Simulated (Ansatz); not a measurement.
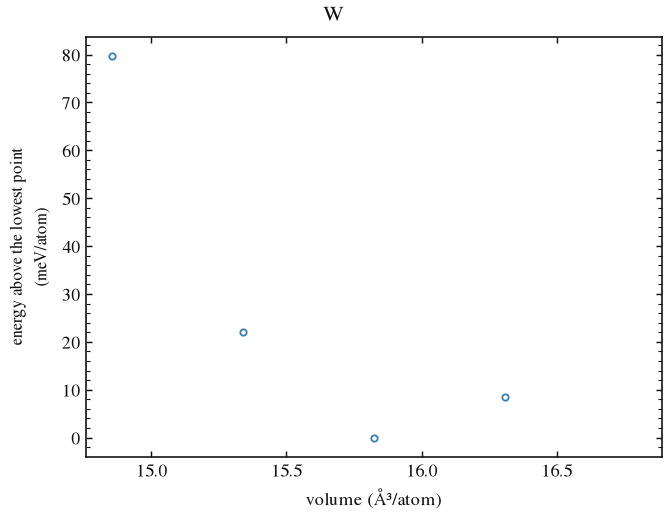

The plot gives the computed energy above the lowest point against volume for W, space group Im-3m (No. 229) (one of a set of cubic test structures, which need not be the stable phase).

Calculation (Ansatz 0.2.0 development build): equation of state of a cubic crystal from periodic Kohn-Sham density functional theory without spin, third-order Birch-Murnaghan fit to the free energies; pressure corrected for the finite basis. Level: r2SCAN.

| setting | value |
| --- | --- |
| structure type | bcc |
| atoms in cell | 1 |
| space group number | 229 |
| lattice centring | body-centred primitive |
| k mesh | 15×15×15 |
| occupation method | Fermi–Dirac |
| occupation width | 0.1 eV |
| wave cutoff | 500 eV |
| datasets | soft-1 PAW |
| density tolerance | 1e−07 eV |
| bands | 11 |
| density cutoff ratio | 4 |
| search for lower states | default |

The point at volume 16.79 Å³/atom is left out of the plot. What does the calculation give there?

| volume (Å³/atom) | energy above the lowest point (meV/atom) |
| --- | --- |
| 16.79 | 43.2 |
